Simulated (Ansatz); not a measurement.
# Ga2As: from a guess to a relaxed structure, part 1 of 2

Where does this trial cell of Ga2As go when cell and atoms are let free?

Computed with Ansatz 0.2.0 (DFT PBE, scalar-relativistic, plane waves, PAW, unless a step's input says otherwise).

### Step 1. The system as given

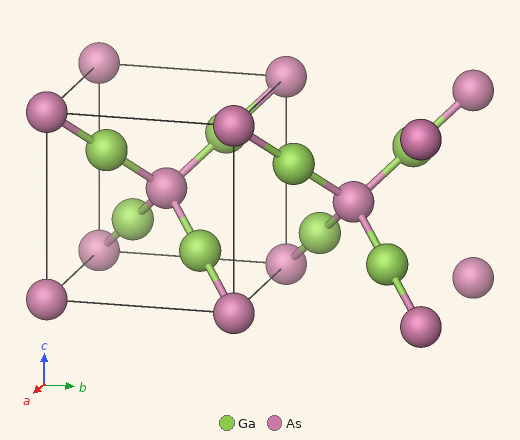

Start, viewed slightly off an axis; gallium green, arsenic pink. 1×2×1 cells are drawn. Atoms on the faces are drawn again on the opposite ones.

Coordinates:

```xyz
6
Lattice="4.9430 0.0000 0.0000 0.0000 4.9430 0.0000 0.0000 0.0000 4.9430" Properties=species:S:1:pos:R:3 pbc="T T T"
Ga    1.2358    1.2358    1.2358
Ga    1.2358    3.7073    3.7073
Ga    3.7073    3.7073    1.2358
Ga    3.7073    1.2358    3.7073
As    0.0000    0.0000    0.0000
As    2.4715    2.4715    2.4715
```

Recipe of the guess: species swapped into a database cell of Au2S (Pn-3m, No. 224), with As on the S sites and Ga on the Au sites. Its size is a rough estimate.

### Step 2. Probe: one point on a coarse mesh

Contents of input.yaml:

```yaml
crystal:
  lattice:
    - [4.94302645, 0.0, 0.0]
    - [0.0, 4.94302645, 0.0]
    - [0.0, 0.0, 4.94302645]
  atoms:
    - { symbol: Ga, position: [0.25, 0.25, 0.25] }
    - { symbol: Ga, position: [0.25, 0.75, 0.75] }
    - { symbol: Ga, position: [0.75, 0.75, 0.25] }
    - { symbol: Ga, position: [0.75, 0.25, 0.75] }
    - { symbol: As, position: [0.0, 0.0, 0.0] }
    - { symbol: As, position: [0.5, 0.5, 0.5] }
basis:
  ecutwfc: 420
kpoints:
  mp_grid: { grid: [4, 4, 4] }
hamiltonian:
  xc: pbe
scf:
  occupations: { method: gaussian, width: 0.1 }
  lower_state_search: "off"
output:
  forces: true
  stress: true
  eigenvalues: true
```

The run is started by

```sh
> ansatz run input.yaml --threads 1 --pin off --max-ram 2560MiB --backend cpu --events-out ev --progress --plain --runs-dir out
```

Output (excerpt; [...] marks lines left out):

```text
[...]
SCF converged after 7 iterations
Free energy (F): -24836.993076 eV
[...]
E sigma→0 (E₀):  -24836.978822 eV
Entropy (-TS):   -0.028509 eV (-4.751 meV/atom)
Fermi energy:    9.828528 eV
[...]
--- Forces (eV/Å), atoms counted from 1 ---
  atom   1  Ga    -0.00000000    -0.00000000    -0.00000000
  atom   2  Ga     0.00000000    -0.00000000     0.00000000
  atom   3  Ga     0.00000000    -0.00000000    -0.00000000
  atom   4  Ga     0.00000000    -0.00000000     0.00000000
  atom   5  As    -0.00000000    -0.00000000    -0.00000000
  atom   6  As     0.00000000     0.00000000    -0.00000000
[...]
--- Stress (GPa, compression-positive) ---
       29.247918       0.000000       0.000000
       -0.000000      29.247918       0.000000
        0.000000       0.000000      29.247918
  P = ⅓ Tr σ = 29.2479 GPa (292.479 kbar)
--- Band table (eV; the first three rows and the last of 10) ---
[...]
```

Run time: 1.5 s. Hardware: 1 thread of AMD EPYC 9R45 (Zen 5), shared host; peak memory 0.44 GiB.

Read-out: pressure 29.2 GPa, largest force 0.00 eV/Å, gap on this mesh none (metal). A cheap, loose relaxation comes first.

### Step 3. Coarse relaxation

input.yaml: that of step 2 with these lines changed.

```diff
@@ -25 +25,6 @@
   eigenvalues: true
+relax:
+  adjacent_minimum: "off"
+  f_tol: 0.04
+  max_steps: 70
+  cell: { stress_tol: 0.4 }
```

The run is started by

```sh
> ansatz run input.yaml --threads 1 --pin off --max-ram 2560MiB --backend cpu --events-out ev --progress --plain --runs-dir out
```

Output:

```text
Warning: RAYON_NUM_THREADS=1 ignored (pool sized by the plan → 1); use --threads N
Engine: ansatz 0.2.0, x86_64-unknown-linux-gnu
Pseudopotentials: kind: paw
Pseudopotential: Ga, paw, valence charge 13, recommended cutoff 420 eV (normal), Ga.paw.azcp
Pseudopotential: As, paw, valence charge 15, recommended cutoff 420 eV (normal), As.paw.azcp
Functional definition: PBE
  parameter kappa = 0.804
  parameter beta = 0.06672455060314922
  exchange = pbe_x(kappa = kappa, mu = beta*pi^2/3)
  correlation = pbe_c(beta = beta)
Crystal: 6 atoms, lattice volume = 120.775 Å³
Basis set: ecut = 420 eV, 2373 PW (Γ), exchange–correlation on 72×72×72 points (8 copies of the dense FFT grid, shifted against one another)
Bands: 50, of which v1, the nominal top of the filled ones, is band 41 counted from 1 (40 counted from 0)
Symmetry: 48 space group operations
Space group: Pn-3m (ITA 224), of the structure as read, at distance tolerance 4.9e-5 Å
k-points: 10 of 64
Non-local potential: Ga, projectors of the file, l = 0: 2, l = 1: 2, l = 2: 3, l = 3: 1
Non-local potential: As, projectors of the file, l = 0: 2, l = 1: 2, l = 2: 3, l = 3: 1
PAW form: soft (Blöchl's): semilocal exchange-correlation on the pseudo side does not see the compensation charge
PAW one-centre angular grid: Ga, 590 points (default); XC on 64 Gauss nodes
PAW one-centre angular grid: As, 590 points (default); XC on 64 Gauss nodes
Initial density: superposition of atomic densities (neutral atoms: chi_scale 0, normalization atom), corrected by the library's trained network
Initial wavefunctions: pseudopotential atomic-orbital guess
Functional: x = pbe(κ = 0.804, μ = 0.2195149727645171), c = pbe(β = 0.06672455060314922)
SCF iter   1: F=—  HF=-24836.997133 eV  |F-HF|=—  |Δ(HF+E_count)|=         —  Δρ=4.95e-3  dr2=1.84e-2  ethr=1.77e-3  ⟨swp⟩=6.6  Hψ=1824  notcnv=0  defer=2
preconditioner: auto → Resta (q_TF=auto, 2.558 Å⁻¹)  ε∞=3.9  [insulator: Δε(μ)=0.574 eV  Ē_g=15.521 eV  σ=0.100 eV  W_gap=0.80  n_scr=32 (ndim 8)  ℏωp=26.6 eV  f_vac=0.000  D(μ)=5.70/eV (n_scr^D=56)  ε∞_Penn≈3.9]
SCF iter   2: F=—  HF=-24836.994881 eV  |F-HF|=—  |Δ(HF+E_count)|=   2.25e-3  Δρ=2.87e-3  dr2=6.64e-3  ethr=2.25e-5  ⟨swp⟩=2.2  Hψ=845  notcnv=0  defer=3
SCF iter   3: F=—  HF=-24836.993418 eV  |F-HF|=—  |Δ(HF+E_count)|=   1.46e-3  Δρ=4.09e-4  dr2=2.65e-4  ethr=8.10e-6  ⟨swp⟩=2.0  Hψ=864  notcnv=0  defer=3
SCF iter   4: F=—  HF=-24836.993073 eV  |F-HF|=—  |Δ(HF+E_count)|=   3.45e-4  Δρ=2.32e-4  dr2=3.01e-5  ethr=3.23e-7  ⟨swp⟩=2.0  Hψ=884  notcnv=0  defer=3
SCF iter   5: F=—  HF=-24836.993078 eV  |F-HF|=—  |Δ(HF+E_count)|=   4.33e-6  Δρ=5.75e-5  dr2=5.80e-6  ethr=3.67e-8  ⟨swp⟩=2.0  Hψ=776  notcnv=0  defer=3
SCF iter   6: F=—  HF=-24836.993076 eV  |F-HF|=—  |Δ(HF+E_count)|=   1.71e-6  Δρ=2.84e-5  dr2=9.54e-7  ethr=7.08e-9  ⟨swp⟩=2.0  Hψ=884  notcnv=0  defer=3
SCF iter   7: F=-24836.993076 eV  HF=-24836.993076 eV  |F-HF|=7.91e-8  |Δ(HF+E_count)|=   1.80e-9  Δρ=8.23e-6  dr2=7.14e-8  ethr=1.22e-10  ⟨swp⟩=8.0  Hψ=2462  notcnv=0
SCF 1 converged in 7 iterations: F = -24836.993076 eV  dr2 = 7.14e-8
relax step   1: F+E_penalty+E_count = -24836.99307602 eV  Δ(F+E_penalty+E_count) = +0.000e0 eV  max|allowed force component| = 4.819e-19 eV/Å  Δτ_max = 0.0000 Å  P = +29.248 GPa  Ω = 120.775 Å³  (7 SCF iters, dr2 threshold 1.00e-7 eV, accepted)
Crystal: 6 atoms, lattice volume = 139.314 Å³
Basis set: ecut = 420 eV, 2777 PW (Γ), exchange–correlation on 72×72×72 points (8 copies of the dense FFT grid, shifted against one another)
Initial density: handed on by an earlier stage of this run
Initial wavefunctions: those handed on with the density
iter 1 solved again at ethr=7.71e-5 eV; its pass at ethr=3.10e-3 eV (dr2=6.32e-2 eV) is discarded
SCF iter   1: F=—  HF=-24839.326219 eV  |F-HF|=—  |Δ(HF+E_count)|=         —  Δρ=6.55e-3  dr2=6.29e-2  ethr=7.71e-5  ⟨swp⟩=1.3  Hψ=2777  notcnv=0
preconditioner: auto → Kerker (q_TF=auto, 2.498 Å⁻¹)  [metal: Δε(μ)=0.103 eV  Ē_g=14.898 eV  σ=0.100 eV  W_gap=0.45  n_scr=32 (ndim 8)  ℏωp=24.8 eV  f_vac=0.001  D(μ)=4.51/eV (n_scr^D=26)]
SCF iter   2: F=—  HF=-24839.318526 eV  |F-HF|=—  |Δ(HF+E_count)|=   7.69e-3  Δρ=3.99e-3  dr2=2.42e-2  ethr=7.67e-5  ⟨swp⟩=1.9  Hψ=858  notcnv=0
SCF iter   3: F=—  HF=-24839.315116 eV  |F-HF|=—  |Δ(HF+E_count)|=   3.41e-3  Δρ=1.10e-3  dr2=2.34e-3  ethr=2.95e-5  ⟨swp⟩=2.0  Hψ=908  notcnv=0
SCF iter   4: F=—  HF=-24839.313857 eV  |F-HF|=—  |Δ(HF+E_count)|=   1.26e-3  Δρ=5.18e-4  dr2=4.48e-4  ethr=2.86e-6  ⟨swp⟩=2.0  Hψ=908  notcnv=0
SCF iter   5: F=—  HF=-24839.314038 eV  |F-HF|=—  |Δ(HF+E_count)|=   1.81e-4  Δρ=2.29e-4  dr2=6.77e-5  ethr=5.46e-7  ⟨swp⟩=2.0  Hψ=908  notcnv=0
SCF iter   6: F=—  HF=-24839.313999 eV  |F-HF|=—  |Δ(HF+E_count)|=   3.85e-5  Δρ=9.43e-5  dr2=1.67e-5  ethr=8.25e-8  ⟨swp⟩=2.0  Hψ=903  notcnv=0
SCF iter   7: F=—  HF=-24839.314010 eV  |F-HF|=—  |Δ(HF+E_count)|=   1.08e-5  Δρ=2.36e-5  dr2=9.98e-7  ethr=2.04e-8  ⟨swp⟩=2.0  Hψ=726  notcnv=0
SCF iter   8: F=-24839.314010 eV  HF=-24839.314010 eV  |F-HF|=4.31e-9  |Δ(HF+E_count)|=   2.93e-7  Δρ=6.30e-6  dr2=7.68e-8  ethr=7.32e-10  ⟨swp⟩=6.6  Hψ=2312  notcnv=0
SCF 2 converged in 8 iterations: F = -24839.314010 eV  dr2 = 7.68e-8
relax step   2: F+E_penalty+E_count = -24839.31401041 eV  Δ(F+E_penalty+E_count) = -2.321e0 eV  max|allowed force component| = 1.253e-18 eV/Å  Δτ_max = 0.0000 Å  P = +12.891 GPa  Ω = 139.314 Å³  energy of the carried Pulay correction = -4.735e-3 eV  (8 SCF iters, dr2 threshold 6.00e-7 eV, accepted)
Crystal: 6 atoms, lattice volume = 158.404 Å³
Basis set: ecut = 420 eV, 3071 PW (Γ), exchange–correlation on 72×72×72 points (8 copies of the dense FFT grid, shifted against one another)
iter 1 solved again at ethr=3.27e-5 eV; its pass at ethr=3.10e-3 eV (dr2=2.68e-2 eV) is discarded
SCF iter   1: F=—  HF=-24840.335590 eV  |F-HF|=—  |Δ(HF+E_count)|=         —  Δρ=5.18e-3  dr2=2.77e-2  ethr=3.27e-5  ⟨swp⟩=1.2  Hψ=2717  notcnv=0
preconditioner: auto → Resta (q_TF=auto, 2.445 Å⁻¹)  ε∞=3.6  [insulator: Δε(μ)=0.209 eV  Ē_g=14.378 eV  σ=0.100 eV  W_gap=0.79  n_scr=32 (ndim 8)  ℏωp=23.2 eV  f_vac=0.002  D(μ)=4.39/eV (n_scr^D=26)  ε∞_Penn≈3.6]
SCF iter   2: F=—  HF=-24840.335937 eV  |F-HF|=—  |Δ(HF+E_count)|=   3.47e-4  Δρ=3.08e-3  dr2=1.01e-2  ethr=3.27e-5  ⟨swp⟩=1.0  Hψ=500  notcnv=0
SCF iter   3: F=—  HF=-24840.336690 eV  |F-HF|=—  |Δ(HF+E_count)|=   7.52e-4  Δρ=3.09e-4  dr2=1.82e-4  ethr=1.23e-5  ⟨swp⟩=2.0  Hψ=906  notcnv=0
SCF iter   4: F=—  HF=-24840.336397 eV  |F-HF|=—  |Δ(HF+E_count)|=   2.93e-4  Δρ=2.26e-4  dr2=8.28e-5  ethr=2.22e-7  ⟨swp⟩=3.3  Hψ=1247  notcnv=0
SCF iter   5: F=—  HF=-24840.336464 eV  |F-HF|=—  |Δ(HF+E_count)|=   6.74e-5  Δρ=1.25e-4  dr2=1.66e-5  ethr=1.01e-7  ⟨swp⟩=2.0  Hψ=909  notcnv=0
SCF iter   6: F=—  HF=-24840.336449 eV  |F-HF|=—  |Δ(HF+E_count)|=   1.48e-5  Δρ=3.63e-5  dr2=1.76e-6  ethr=2.02e-8  ⟨swp⟩=2.0  Hψ=903  notcnv=0
SCF iter   7: F=-24840.336451 eV  HF=-24840.336450 eV  |F-HF|=3.54e-7  |Δ(HF+E_count)|=   9.04e-7  Δρ=1.56e-5  dr2=4.57e-7  ethr=7.32e-10  ⟨swp⟩=7.0  Hψ=2283  notcnv=0
SCF 3 converged in 7 iterations: F = -24840.336451 eV  dr2 = 4.57e-7
relax step   3: F+E_penalty+E_count = -24840.33645061 eV  Δ(F+E_penalty+E_count) = -1.022e0 eV  max|allowed force component| = 3.325e-18 eV/Å  Δτ_max = 0.0000 Å  P = +5.059 GPa  Ω = 158.404 Å³  energy of the carried Pulay correction = -8.961e-3 eV  (7 SCF iters, dr2 threshold 6.00e-7 eV, accepted)
[... 11 lines left out ...]
relax step   4: F+E_penalty+E_count = -24840.58782467 eV  Δ(F+E_penalty+E_count) = -2.514e-1 eV  max|allowed force component| = 3.469e-18 eV/Å  Δτ_max = 0.0000 Å  P = +0.195 GPa  Ω = 174.800 Å³  energy of the carried Pulay correction = -1.216e-2 eV  (6 SCF iters, dr2 threshold 6.00e-7 eV, accepted)
[... 13 lines left out ...]
relax step   5: F+E_penalty+E_count = -24840.70706906 eV  Δ(F+E_penalty+E_count) = -1.192e-1 eV  max|allowed force component| = 3.469e-18 eV/Å  Δτ_max = 0.0000 Å  P = +1.547 GPa  Ω = 174.800 Å³  stress off target by 1.55e0 GPa  SCF on the basis re-selected at this cell (its energy is not comparable with the rows above)  (8 SCF iters)
[... 13 lines left out ...]
relax step   6: F+E_penalty+E_count = -24840.74735071 eV  Δ(F+E_penalty+E_count) = -4.028e-2 eV  max|allowed force component| = 7.806e-18 eV/Å  Δτ_max = 0.0000 Å  P = +0.787 GPa  Ω = 180.631 Å³  energy of the carried Pulay correction = -1.022e-3 eV  (7 SCF iters, dr2 threshold 6.00e-7 eV, accepted)
[... 11 lines left out ...]
relax step   7: F+E_penalty+E_count = -24840.76606660 eV  Δ(F+E_penalty+E_count) = -1.872e-2 eV  max|allowed force component| = 2.299e-18 eV/Å  Δτ_max = 0.0000 Å  P = +0.234 GPa  Ω = 187.089 Å³  energy of the carried Pulay correction = -2.514e-3 eV  (6 SCF iters, dr2 threshold 6.00e-7 eV, accepted)
iter 1 solved again at ethr=1.24e-7 eV; its pass at ethr=3.10e-3 eV (dr2=1.01e-4 eV) is discarded
SCF iter   1: F=—  HF=-24840.748440 eV  |F-HF|=—  |Δ(HF+E_count)|=         —  Δρ=6.62e-4  dr2=3.55e-5  ethr=1.24e-7  ⟨swp⟩=3.0  Hψ=3060  notcnv=0
preconditioner: auto → LDOS  [metal: Δε(μ)=0.093 eV  Ē_g=13.813 eV  σ=0.100 eV  W_gap=0.49  n_scr=32 (ndim 8)  ℏωp=21.4 eV  f_vac=0.011  D(μ)=5.65/eV (n_scr^D=32)  β→1.0]
SCF iter   2: F=—  HF=-24840.767797 eV  |F-HF|=—  |Δ(HF+E_count)|=   1.94e-2  Δρ=5.92e-5  dr2=8.84e-6  ethr=4.33e-8  ⟨swp⟩=2.1  Hψ=814  notcnv=0
SCF iter   3: F=—  HF=-24840.767787 eV  |F-HF|=—  |Δ(HF+E_count)|=   1.01e-5  Δρ=2.98e-5  dr2=2.63e-6  ethr=1.08e-8  ⟨swp⟩=2.2  Hψ=871  notcnv=0
SCF iter   4: F=—  HF=-24840.767785 eV  |F-HF|=—  |Δ(HF+E_count)|=   1.75e-6  Δρ=2.23e-5  dr2=8.13e-7  ethr=3.21e-9  ⟨swp⟩=2.0  Hψ=809  notcnv=0
SCF iter   5: F=—  HF=-24840.767790 eV  |F-HF|=—  |Δ(HF+E_count)|=   4.62e-6  Δρ=4.46e-6  dr2=3.74e-8  ethr=9.91e-10  ⟨swp⟩=2.0  Hψ=809  notcnv=0
SCF iter   6: F=—  HF=-24840.767790 eV  |F-HF|=—  |Δ(HF+E_count)|=   3.06e-7  Δρ=1.22e-6  dr2=4.19e-9  ethr=4.56e-11  ⟨swp⟩=2.0  Hψ=911  notcnv=0
SCF iter   7: F=-24840.767790 eV  HF=-24840.767790 eV  |F-HF|=6.18e-10  |Δ(HF+E_count)|=   9.00e-9  Δρ=3.14e-7  dr2=2.67e-10  ethr=4.68e-12  ⟨swp⟩=4.1  Hψ=1781  notcnv=0
SCF 8 converged in 7 iterations: F = -24840.767790 eV  dr2 = 2.67e-10
relax step   8: F+E_penalty+E_count = -24840.76778993 eV  Δ(F+E_penalty+E_count) = -1.723e-3 eV  max|allowed force component| = 2.299e-18 eV/Å  Δτ_max = 0.0000 Å  P = +0.213 GPa  Ω = 187.089 Å³  stress off target by 2.13e-1 GPa  SCF on the basis re-selected at this cell (its energy is not comparable with the rows above)  (7 SCF iters)
basis re-selected at this cell: Δ(F+E_penalty+E_count) = -1.723e-3 eV, ΔP = -0.022 GPa vs the last step (what re-selecting the basis moved, of the pressure what is left beyond the Pulay correction that the steps carried, after the strain that the cell walked since its last selection, with what the two solves' SCF thresholds leave and, on support functions, any second-order correction that the steps lacked; it is no measure of the basis error at this ecutwfc). This SCF's stress stands 2.13e-1 GPa from its target on what of the cell is left free (relax.cell.stress_tol is 4.00e-1 GPa) and its largest allowed force component is 2.30e-18 eV/Å (relax.f_tol is 4.00e-2 eV/Å): within both
SCF converged after 7 iterations
Free energy (F): -24840.767790 eV
Harris-Foulkes:  -24840.767790 eV  (|F-HF|=6.18e-10)
Internal energy: -24840.739478 eV  (E = F + TS)
E sigma→0 (E₀):  -24840.753634 eV
Entropy (-TS):   -0.028312 eV (-4.719 meV/atom)
Fermi energy:    5.015152 eV
--- Per-component energies (eV) ---
  E_band       = -1027.670852
  E_kinetic    = 657.179985
  E_local      = -13611.856878  (includes V_loc(G=0)·N_el)
  E_nonlocal   = 345.100580
  E_hartree    = 6558.169595
  E_xc         = -430.664514
  E_vxc        = -383.218105  (∫ρ·V_xc dr)
  E_paw        = -11608.073386  (= ΣΔE_a)
  E_vpaw       = -1151.216165  (= ΣTr[D̂ρ^β])
  E_aug_tail   = -0.000506  (compensation charges beyond the density's cutoff)
  E_ewald      = -6750.594355
  E_smearing   = -0.028312  (= −TS)
  E_closure    = 0.000000  (closes the sum)
  Σ components = -24840.767790   (vs F -24840.767790, Δ=0.00e0)
--- Forces (eV/Å), atoms counted from 1 ---
  atom   1  Ga    -0.00000000     0.00000000    -0.00000000
  atom   2  Ga    -0.00000000     0.00000000     0.00000000
  atom   3  Ga     0.00000000     0.00000000     0.00000000
  atom   4  Ga    -0.00000000     0.00000000     0.00000000
  atom   5  As     0.00000000     0.00000000    -0.00000000
  atom   6  As    -0.00000000    -0.00000000     0.00000000
  max |Σ_I F_I| component: 4.42e-29 eV/Å
--- Stress (GPa, compression-positive) ---
        0.212754       0.000000      -0.000000
        0.000000       0.212754       0.000000
        0.000000       0.000000       0.212754
  P = ⅓ Tr σ = 0.2128 GPa (2.128 kbar)
--- Band table (eV; the first three rows and the last of 10) ---
  k-point 0: bands = ["-31.1193", "-31.1193", "-31.1193", "-31.1186", "-31.1186", "-31.1186", "-31.1105", "-31.1105", "-31.1104", "-31.1104", "-10.3770", "-10.1554", "-10.1554", "-10.1554", "-10.1168", "-10.1168", "-10.1092", "-10.1092", "-10.1092", "-10.0930", "-10.0930", "-10.0930", "-10.0851", "-10.0851", "-10.0851", "-10.0838", "-10.0838", "-10.0673", "-10.0673", "-10.0673", "-6.8485", "-6.4406", "-1.0508", "-1.0508", "-1.0508", "1.5020", "1.7420", "1.7420", "1.7420", "3.9675", "3.9675", "6.3422", "6.3422", "6.3422", "7.3150", "7.3150", "7.3150", "8.7860", "8.7860", "8.7860"]
  k-point 1: bands = ["-31.1192", "-31.1192", "-31.1192", "-31.1187", "-31.1186", "-31.1186", "-31.1105", "-31.1105", "-31.1104", "-31.1104", "-10.3448", "-10.1866", "-10.1526", "-10.1526", "-10.1150", "-10.1129", "-10.1089", "-10.1073", "-10.1073", "-10.0960", "-10.0945", "-10.0945", "-10.0889", "-10.0858", "-10.0858", "-10.0855", "-10.0818", "-10.0702", "-10.0697", "-10.0697", "-6.7778", "-6.4837", "-1.0388", "-1.0000", "-1.0000", "0.2034", "1.6681", "1.6681", "3.3211", "4.2470", "4.6080", "5.8325", "5.8325", "6.1280", "6.3285", "7.4553", "7.4553", "7.7456", "9.1077", "9.1077"]
  k-point 2: bands = ["-31.1192", "-31.1192", "-31.1189", "-31.1189", "-31.1187", "-31.1187", "-31.1104", "-31.1104", "-31.1104", "-31.1104", "-10.2660", "-10.2660", "-10.1496", "-10.1496", "-10.1110", "-10.1110", "-10.1049", "-10.1049", "-10.1041", "-10.1041", "-10.0966", "-10.0966", "-10.0891", "-10.0891", "-10.0867", "-10.0867", "-10.0765", "-10.0765", "-10.0721", "-10.0721", "-6.6173", "-6.6173", "-0.9455", "-0.9455", "-0.7067", "-0.7067", "1.5846", "1.5846", "4.9771", "4.9771", "5.0666", "5.0666", "5.6552", "5.6552", "6.1164", "6.1164", "6.9971", "6.9971", "10.0395", "10.0395"]
  k-point 9: bands = ["-31.1192", "-31.1192", "-31.1192", "-31.1186", "-31.1186", "-31.1186", "-31.1105", "-31.1105", "-31.1104", "-31.1104", "-10.3748", "-10.1562", "-10.1562", "-10.1562", "-10.1093", "-10.1093", "-10.1093", "-10.1056", "-10.1056", "-10.1056", "-10.0953", "-10.0953", "-10.0873", "-10.0873", "-10.0837", "-10.0837", "-10.0837", "-10.0681", "-10.0681", "-10.0681", "-6.5169", "-6.5098", "-1.4500", "-1.4500", "-1.4500", "0.9460", "0.9460", "0.9460", "3.5339", "5.5456", "5.5456", "5.5456", "6.4705", "6.4705", "6.4705", "8.2265", "8.2265", "8.9478", "8.9478", "8.9478"]
--- Relaxed structure (6 steps of the walk, 6 accepted, 2 SCFs on fresh bases) ---
  F+E_penalty+E_count = -24840.76778993 eV   max|allowed force component| = 2.299e-18 eV/Å   (the final SCF, on the basis selected at the relaxed cell)
  cell:  # Å, volume = 187.0893 Å³
    - [5.719389563919805, 1.0512367613113664e-33, -2.567906592516316e-34]
    - [2.0783993983178923e-33, 5.719389563919805, -3.209883240645393e-34]
    - [-1.0271626370065257e-33, -4.49383653690355e-34, 5.719389563919805]
  atoms:
    - { symbol: Ga, position: [0.25000000000000006, 0.25000000000000006, 0.25000000000000006] }
    - { symbol: Ga, position: [0.25000000000000006, 0.7500000000000001, 0.7500000000000001] }
    - { symbol: Ga, position: [0.7500000000000001, 0.7500000000000001, 0.25000000000000006] }
    - { symbol: Ga, position: [0.7500000000000001, 0.25000000000000006, 0.7500000000000001] }
    - { symbol: As, position: [-4.3048646765284416e-36, 9.202665538487416e-36, -2.7075833746928466e-36] }
    - { symbol: As, position: [0.5000000000000001, 0.5000000000000001, 0.5000000000000001] }
```

Run time: 16 s. Hardware: 1 thread of AMD EPYC 9R45 (Zen 5), shared host; peak memory 0.52 GiB.

Step by step:

| step | E - E(step 1) (eV/cell) | largest force component (eV/Å) | pressure (GPa) | volume (Å³) |
| --- | --- | --- | --- | --- |
| 1 | 0.0000 | 0.0000 | 29.25 | 120.78 |
| 2 | -2.3209 | 0.0000 | 12.89 | 139.31 |
| 3 | -3.3434 | 0.0000 | 5.06 | 158.40 |
| 4 | -3.5947 | 0.0000 | 0.19 | 174.80 |
| 5 | -3.7140 | 0.0000 | 1.55 | 174.80 |
| 6 | -3.7543 | 0.0000 | 0.79 | 180.63 |
| 7 | -3.7730 | 0.0000 | 0.23 | 187.09 |
| 8 | -3.7747 | 0.0000 | 0.21 | 187.09 |

Step 1 is the start. Steps 5, 8 each repeat the geometry before them on a plane-wave basis chosen anew, so the energy can jump there without any move.

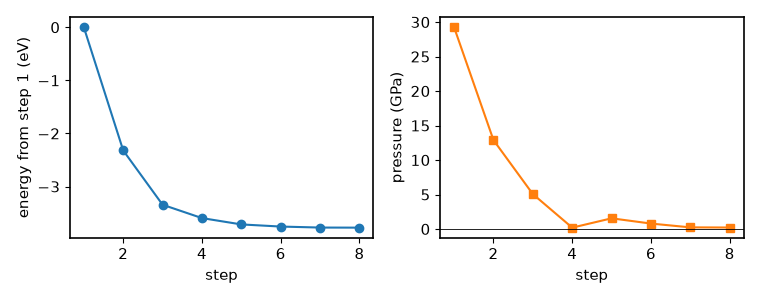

Energy and pressure along the relaxation.

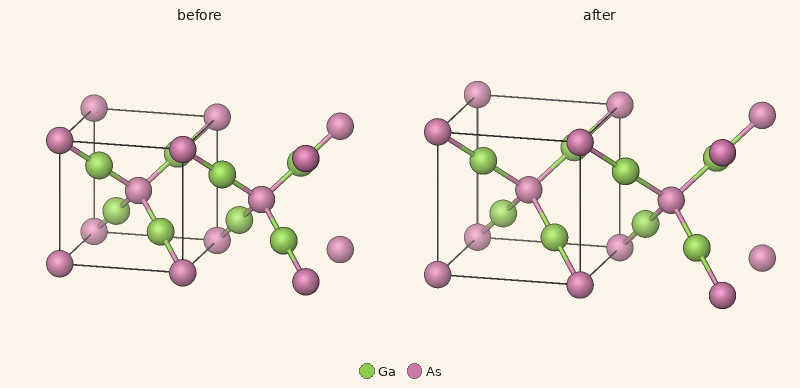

Before and after, at one scale.

|  | before | after | change |
| --- | --- | --- | --- |
| a (Å) | 4.943 | 5.719 | +15.7 % |
| b (Å) | 4.943 | 5.719 | +15.7 % |
| c (Å) | 4.943 | 5.719 | +15.7 % |
| volume (Å³/atom) | 20.13 | 31.18 | +54.9 % |
| shortest distance (Å) | 2.140 | 2.477 | +15.7 % |
| space group (0.01 Å) | Pn-3m | Pn-3m | same |

The run keeps the 48 symmetry operations of the start, so it could not have lowered the symmetry.

(Continued in part 2 of 2.)
